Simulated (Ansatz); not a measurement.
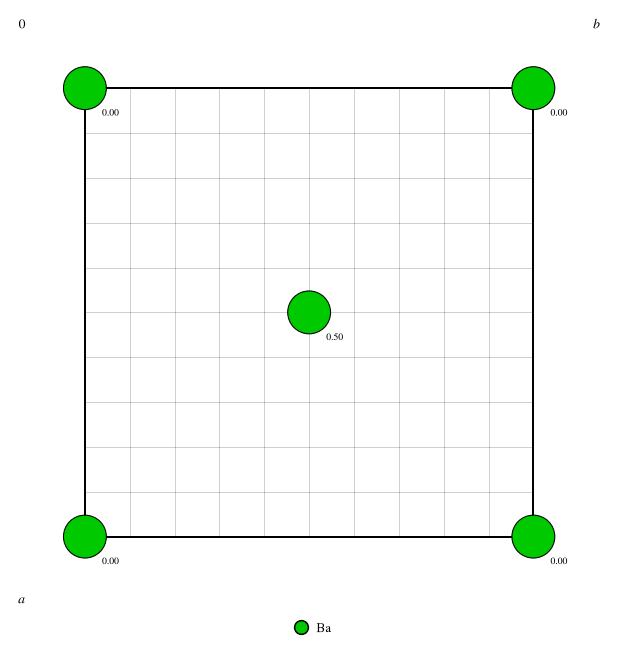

Plan of a unit cell projected along c (a down the page, b across); the numbers are heights as fractions of c, and atoms on the cell's edges are repeated. The grid marks tenths of a and b. Source: the input geometry of an electronic-structure calculation (not necessarily at equilibrium). The drawing is computed from the coordinates (standard cell, symmetry found to 0.002 Å).

a = 5.020 Å, b = 5.020 Å, c = 5.020 Å, α = 90.00°, β = 90.00°, γ = 90.00°.

**What does the cell contain?**

2 Ba: Ba, Z = 2.

**Which space group?**

Im-3m, No. 229, body-centred cubic.

**Give the independent sites, coordinates to two places.**

```
atom  site  symmetry     x     y     z
  Ba    2a      m-3m  0.00  0.00  0.00
```
